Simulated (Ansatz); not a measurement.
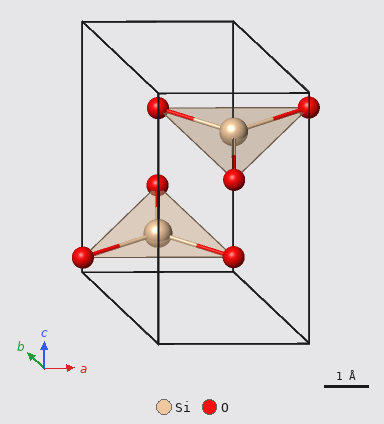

An orthographic polyhedral view of the structure, from a general direction. The box is the conventional unit cell; atoms on or close to its faces, edges and corners are drawn wherever they repeat. A few atoms beyond the faces are included.

SiO, space group P6_3/mmc (No. 194), a = 3.44 Å, b = 3.44 Å, c = 6.85 Å, α = 90.00°, β = 90.00°, γ = 120.00°.

Results below were computed with Ansatz 0.2.0, DFT PBE, scalar-relativistic, plane waves, PAW; the settings were a cutoff energy of 420 eV, 12×12×6 k-mesh, Gaussian smearing of 0.01 eV, no spin polarisation.

Question: Does it come out as a metal, or with a gap?

Answer: A semiconductor at this level, with a gap of 0.11 eV on the k-mesh (the true edges may lie between mesh points, so the gap can be somewhat smaller).

Origin of the cell: a structure type filled with these elements by a generator (whether the compound takes this form wasn't checked). The structure drawn was relaxed with DFT PBE, scalar-relativistic, plane waves, PAW in Ansatz.
